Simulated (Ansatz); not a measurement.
# PbF2: what the fields show

```
Pb F
1.0
     2.96985    2.96985    0.00000
     2.96985   -2.96985    0.00000
     0.00000    0.00000   -5.93970
Pb F
2 4
Cartesian
  2.9699 0.0000 -2.9699
  0.0000 0.0000 0.0000
  1.4849 1.4849 -4.4548
  1.4849 -1.4849 -1.4849
  1.4849 -1.4849 -4.3048
  1.4849 1.4849 -1.3349
```

Space group Imm2; changed on purpose from its base cell (one atom moved); not relaxed (largest force 0.4 eV/Å); computed pressure about 3 GPa in this cell.

Computed with DFT PBE, scalar-relativistic, plane waves, PAW (Ansatz).

The density is the valence pseudo-density of a PAW calculation; it isn't the true density close to the nuclei.

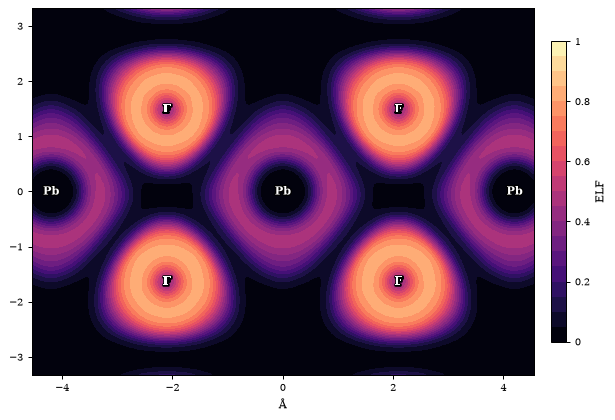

Figure 1. ELF on the (100) plane of the conventional cell.

Q: What does the map show?

A:
- Atoms in the plane: Pb and F.
- Pb–F (2.57 Å): the ELF is about 0.15 at the midpoint: no localised pair shows between them.
- The ELF also peaks beside F, away from the bonds: lone-pair regions.

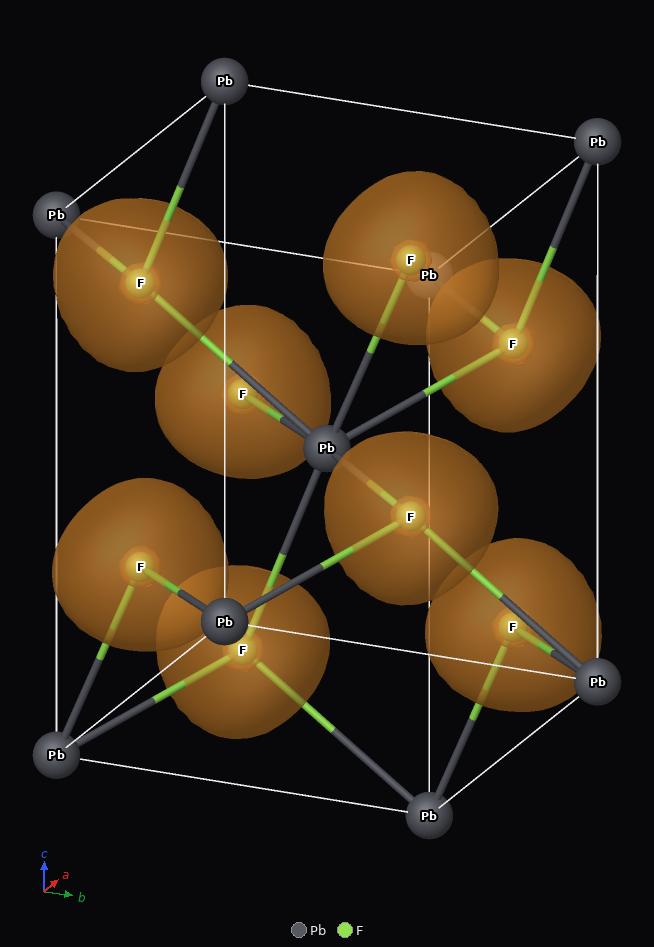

Figure 2. Isosurface of the electron localisation function at 0.6 (orange), seen at an oblique angle. Only the valence region is drawn (cores and ρ < 0.01 e/Å³ removed). Sticks mark near contacts.

Q: Identify the bonds, lone pairs and shells in this picture.

A: The ELF exceeds this value in four regions wrapped around F (the valence shell of each), counted in one cell of 6 atoms. Any copies at cell faces, edges or corners count once. Profiles from the grid: Pb–F (2.49 Å): the ELF is about 0.15 at the midpoint: no shared electron pair shows on this line.

Q: Does the calculation make it a metal, or give it a gap?

A: It is gapped, with a Kohn–Sham gap of 4.3 eV on the k-point mesh (the band edges may lie off the mesh, which would make the gap smaller).
